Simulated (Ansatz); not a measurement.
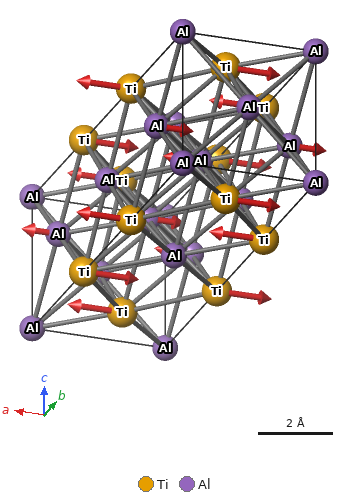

The lowest optical mode of crystalline TiAl2, space group Cmmm (No. 65), at the zone centre. Displacements are drawn as red arrows; their common scale and sign are arbitrary. A ball-and-stick model of the conventional cell (2 times the calculation's cell), seen from a free direction. Lengths and directions refer to the drawn axes.

Theory: Ansatz 0.2.0, DFT LDA, scalar-relativistic, plane waves, PAW. Settings: plane-wave cutoff 420 eV; k-point mesh 10 × 10 × 10; occupations fermi dirac; smearing width 0.15 eV; no spin polarisation.

The frequencies depend somewhat on the k-mesh and the smearing.

### Is the structure stable against all modes at this point?

Yes: this softest mode has a real frequency, and so have all others here. That speaks for this wave vector alone: the rest of the zone wasn't checked in this run. This is the B₁g mode at 6.69 THz, the lowest optical level, Raman-active by symmetry. The Al (2a) and Al (2c) atoms stay at rest; all motion is along a; atoms of one kind move against one another, with no net shift of any sublattice; the kinetic energy is shared as Ti 82 %, Al 18 %.
